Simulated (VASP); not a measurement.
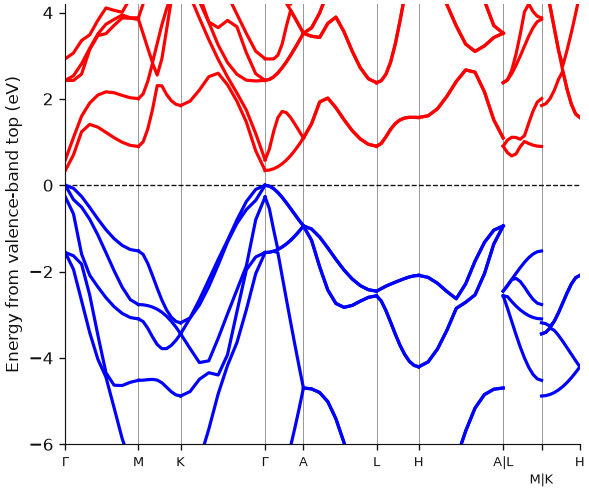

Band structure. Energies are counted from the top of the valence band.

**Which Bravais lattice do the labels of the path belong to?**

A hexagonal (primitive) lattice: the path Γ–M–K–Γ–A–L–H–A|L–M|K–H runs through the special points of its Brillouin zone.

Calculation on hexagonal-diamond (lonsdaleite-type) Ge, space group P6_3/mmc, 4 atoms in the cell; a = 3.998 Å, c = 6.599 Å (hexagonal axes).

Method: TB-mBJ, VASP PAW PBE potentials, release 64 (Ge_d), no spin polarisation, no spin-orbit coupling, 8×8×4 k mesh, 520 eV cutoff, Gaussian smearing of 0.02 eV (VASP).

**What does the band structure say about the gap?**

A semiconductor. The gap along this path is 0.34 eV and direct: both edges lie at Γ.

**How many bands meet at the valence-band top?**

Two bands meet at the valence-band top at Γ: it is doubly degenerate (spin aside).

**What are the direct gaps at H, Γ and A?**

The direct gaps are 3.66 eV at H, 0.34 eV at Γ and 2.04 eV at A.

**How much do the top valence band and the lowest conduction band disperse along the path?**

The top valence band spans 3.3 eV and the lowest conduction band 2.3 eV.

The PAW data sets were made with another functional. Spin-orbit coupling is left out, which matters for Ge. This is a model potential built to give gaps, with no total energy. This isn't the form of Ge at room conditions, which is diamond.
